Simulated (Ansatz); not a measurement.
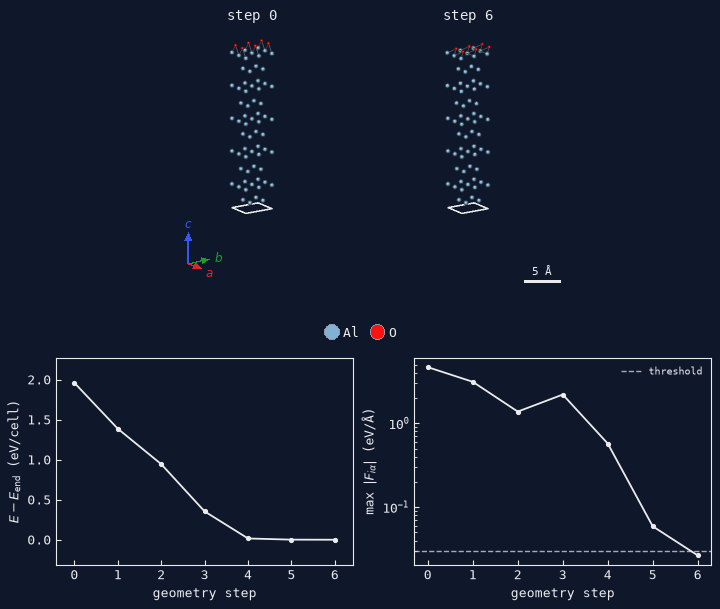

First and last geometry of a constrained relaxation of a slab of composition Al₁₀O (cut from the P6_3/mmc phase), with the history of the run. The picture is a ball-and-stick view of the 2 × 2 repeat of the cell, outlined in the plane, without the vacuum, seen slightly off an axis.

Case: O put at a bridge Al-Al site. The slab is the (0 0 1) face of Al with O on it. 5 atoms are held fixed.

All numbers below come from DFT PBEsol, scalar-relativistic, plane waves, PAW (Ansatz). Set-up: plane-wave cutoff 420 eV; k-point mesh 12 × 12 × 1; occupations gaussian; smearing width 0.1 eV; no spin polarisation; dipole correction; atoms relaxed in a fixed cell; force threshold 0.03 eV/Å; at most 70 steps.

Q: Did the run converge, and what did it change?

A: It converged. The energy falls by 1.960 eV per cell of the calculation in 6 geometry steps. The largest force component goes from 4.7 to 0.027 eV/Å. The largest move is that of the O atom, 0.89 Å at 53° to the normal (−c side). By element the largest moves are O 0.89 Å, Al 0.12 Å. The cell stays as it was. Some distances before and after: Al–O 2.743 → 1.791 Å, Al–O 1.871 → 1.793 Å. New bonds form: Al–O (2.74 → 1.79 Å). Among the angles between lasting bonds that change: Al–O–Al 98.6° → 104.6°, O–Al–O 98.6° → 104.6°.

| step | E − E(0), meV/atom | largest force component, eV/Å |
| --- | --- | --- |
| 0 | 0.00 | 4.6708 |
| 1 | -52.08 | 3.1238 |
| 2 | -92.31 | 1.3791 |
| 3 | -146.01 | 2.2007 |
| 4 | -176.71 | 0.5733 |
| 5 | -178.05 | 0.0591 |
| 6 | -178.14 | 0.0266 |

Limits of the set-up: the periodic images lie only 2.8 Å apart, so the values are limited by the cell's size.
